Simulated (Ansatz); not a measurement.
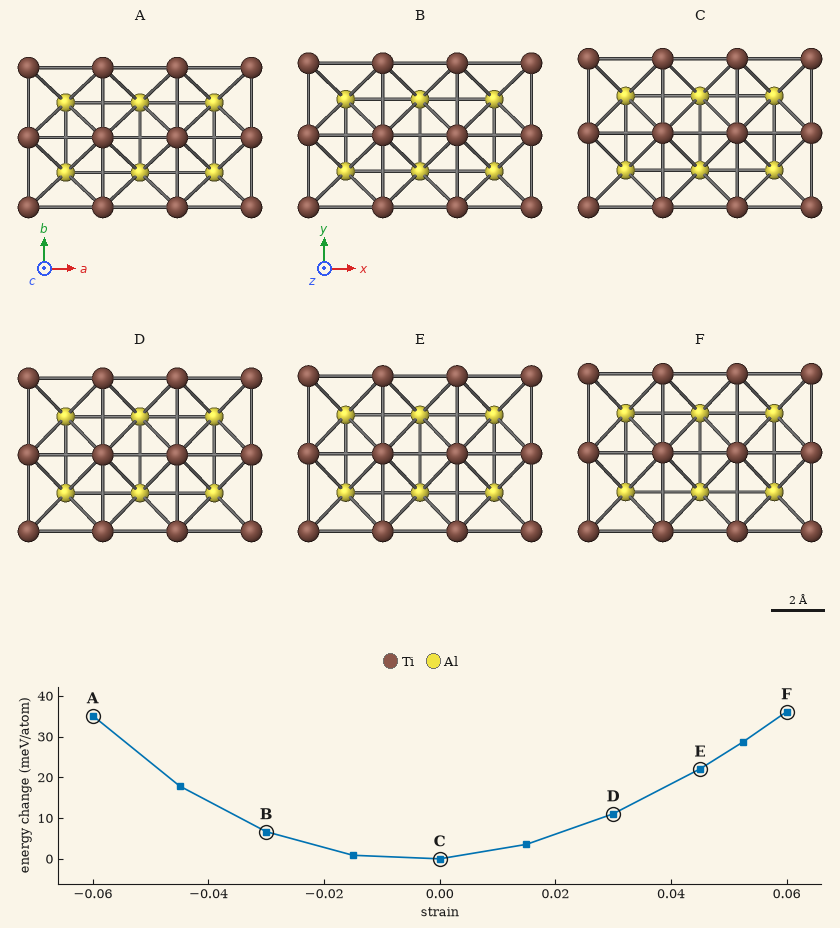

A scan of solid TiAl (P4/mmm): the cell is strained along y alone, with the atoms kept at their fractional coordinates. x, y and z are the Cartesian axes of the input. The lettered frames are marked on the plot. Style: ball-and-stick. Shown: the cell of the calculation, repeated 3 × 2 × 2 with one cell outlined, along the c axis.

Level of theory: DFT PBE, scalar-relativistic, plane waves, PAW (Ansatz 0.2.0). Set-up: plane-wave cutoff 420 eV; k-point mesh 16 × 16 × 12; occupations gaussian; smearing width 0.15 eV; no spin polarisation. Energies (free energies at the smearing named) are counted from the cell as listed in its source, which wasn't relaxed.

Q: What does the scan show?

A: Of the computed points the lowest is at the strain 0.00, 0.0 meV/atom. The end points stand at 35.1 meV/atom (−0.06) and 36.1 meV/atom (0.06). The unrelaxed reference is under a pressure of −0.7 GPa, which tilts the curve. The distortion takes the space group from P4/mmm to Pmmm. At the strain −0.06 the cell of the drawing goes b 2.837 → 2.667 Å.
